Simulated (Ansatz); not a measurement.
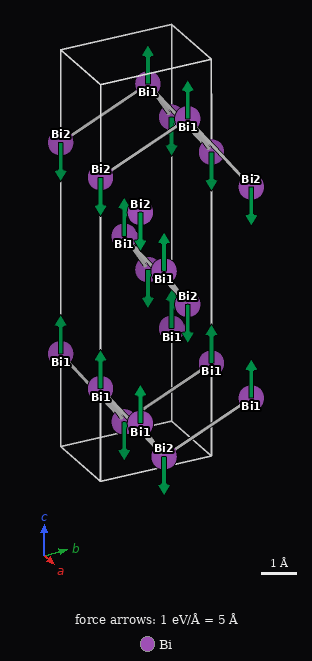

A changed version of crystalline Bi (set up in R-3m), with the computed forces as green arrows. Besides, all lengths are scaled by −0.3 % (volume −1.0 %). Style: ball-and-stick. Shown: the conventional cell (3 times the calculation's cell), repeated 2 × 1 × 1 with one cell outlined, slightly off an axis. Lengths and directions refer to the drawn axes.

Method: DFT, PBE, PAW with Ansatz's default frozen-core files, scalar-relativistic in Ansatz 0.2.0. Set-up: plane-wave cutoff 420 eV; k-point mesh 11 × 11 × 11; occupations fermi dirac; smearing width 0.03 eV; no spin polarisation.

Where do the forces point?

Answer. The atoms keep their fractional coordinates. No relaxation follows. Energy change: +4.5 meV per atom. Pressure: 1.8 GPa before, 2.3 GPa after. The largest forces, 0.24 eV/Å, act on Bi1 and Bi2; on Bi1 it points along +c. Some distances before and after: Bi–Bi 3.071 → 3.061 Å. The space group stays R-3m (No. 166).
